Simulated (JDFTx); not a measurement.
**KBr: 7 runs along one coordinate**

System: KBr (Fm-3m, 2 atoms in the cell).
Method: Kohn-Sham DFT of a periodic cell, r2SCAN, SG15-PBE-1.2, no spin polarisation (JDFTx 1.7.0 (patched build)).

The 7 runs differ only in the geometry, by an even scaling of the cell at fixed fractional positions. The structure derives from an entry of the Crystallography Open Database.

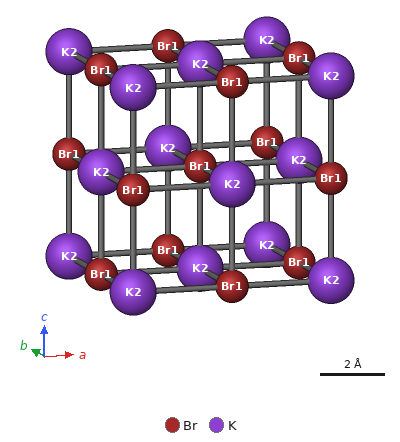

Figure 1. The structure of run 4 (ball-and-stick view of the cell 4 times as large as that of the calculation, set on its symmetry axes, seen slightly off an axis; atoms are numbered from 1 in the order of the input). An atom can appear more than once, as a periodic image.

**The input of run 4**
```
include KBr.lattice
coords-type Lattice
include KBr.ionpos

ion-species pseudo/Br.upf
ion-species pseudo/K.upf
elec-cutoff 40 320
elec-ex-corr mgga-x-r2scan mgga-c-r2scan
kpoint-folding 6 6 6
elec-smearing Fermi 0.0018374661
elec-n-bands 14
electronic-SCF nIterations 100 energyDiffThreshold 1e-09
electronic-minimize nIterations 30 energyDiffThreshold 1e-7
forces-output-coords Cartesian

dump-name run.$VAR
dump End Ecomponents EigStats BandEigs Kpoints Forces Stress ElecDensity KEdensity
```

**File KBr.lattice of run 4**
```
lattice \
    0.0000000000     6.2360962113     6.2360962113 \
    6.2360962113     0.0000000000     6.2360962113 \
    6.2360962113     6.2360962113     0.0000000000
```

**File KBr.ionpos of run 4**
```
ion Br     0.5000000000     0.5000000000     0.5000000000 1
ion K      0.0000000000     0.0000000000     0.0000000000 1
```

Command:
```bash
jdftx -c 2 -i KBr.in -o KBr.out
```

Run 5 differs from it as follows:
```diff
-    0.0000000000     6.2360962113     6.2360962113 \
-    6.2360962113     0.0000000000     6.2360962113 \
-    6.2360962113     6.2360962113     0.0000000000
+    0.0000000000     6.2773960652     6.2773960652 \
+    6.2773960652     0.0000000000     6.2773960652 \
+    6.2773960652     6.2773960652     0.0000000000
```

**Results, with one run withheld**

| run | volume per atom (Å³) | free energy per atom, from the lowest run given (meV) | pressure (GPa) | gap on the mesh (eV) |
| --- | --- | --- | --- | --- |
| 1 | 33.781 | 8.58 | 1.26 | 5.14 |
| 2 | 34.500 | 3.94 | 0.82 | 5.08 |
| 3 | 35.218 | 1.15 | 0.43 | 5.02 |
| 4 | 35.937 | 0.00 | 0.08 | 4.96 |
| 5 | 36.656 | ? | ? | ? |
| 6 | 37.374 | 1.92 | −0.49 | 4.86 |
| 7 | 38.093 | 4.70 | −0.74 | 4.81 |

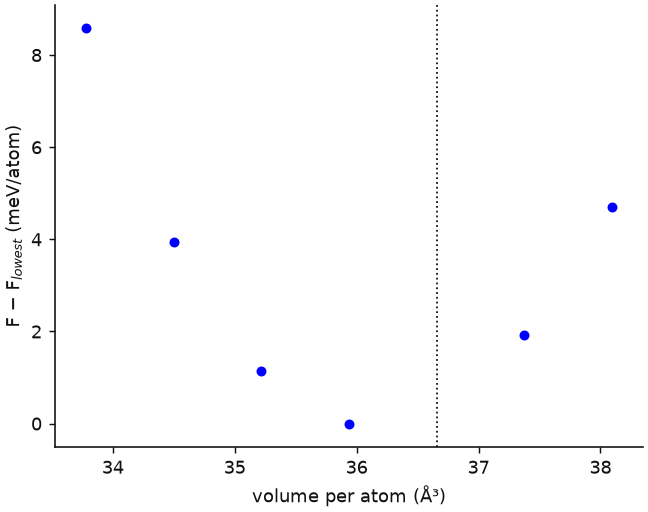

Figure 2. Free energy per atom of the runs given; the dotted line marks run 5.

Fit the runs given and predict run 5.

A cubic polynomial in V^(−2/3) (the Birch–Murnaghan form), fitted to the 6 runs given, misses them by under 0.01 meV per atom. With x = V^(−2/3) − 0.09212 Å⁻², it reads F = 0.13301 + 603.75 x + 4.8486e+05 x² + 2.0809e+06 x³ (meV per atom). At run 5 it gives 0.31 meV per atom, and the run itself gives 0.31. The slope of the fit gives a pressure −dF/dV of −0.22 GPa there, and the run prints −0.22 GPa. The fit has its minimum at 36.133 Å³ per atom, where V d²F/dV² gives 15.9 GPa: the bulk modulus at this level, since symmetry fixes the shape and the positions. The gap on the mesh goes, without turning, from 5.14 eV in run 1 to 4.81 eV in run 7; run 5 has 4.91 eV. These are gaps of this functional on this mesh, which can miss the band edges; they aren't the measured gap.

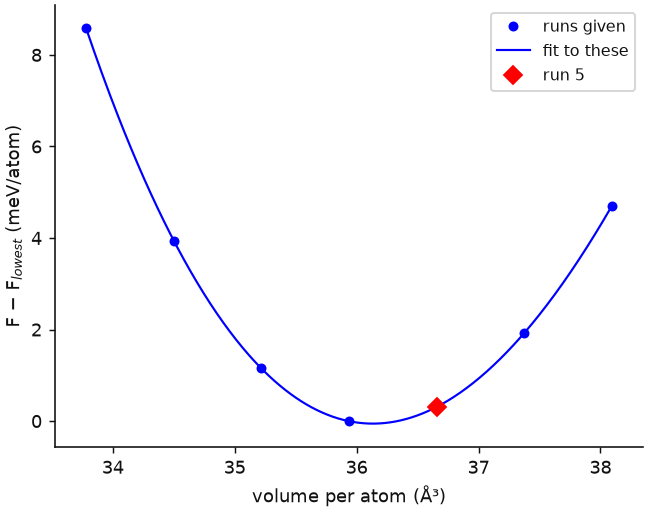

Figure 3. The fit and the withheld run.

**Some lines of the output (run 5)**
```
[...]
unit cell volume = 494.73
     Etot =      -42.0829231168352749
	HOMO-LUMO gap: +0.180346
	Optical gap  : +0.180346 at state 0 ( [ +0.000000 +0.000000 +0.000000 ] spin 0 )
```

Notes: Points of doubt noted for this run: metagga forces on grid.
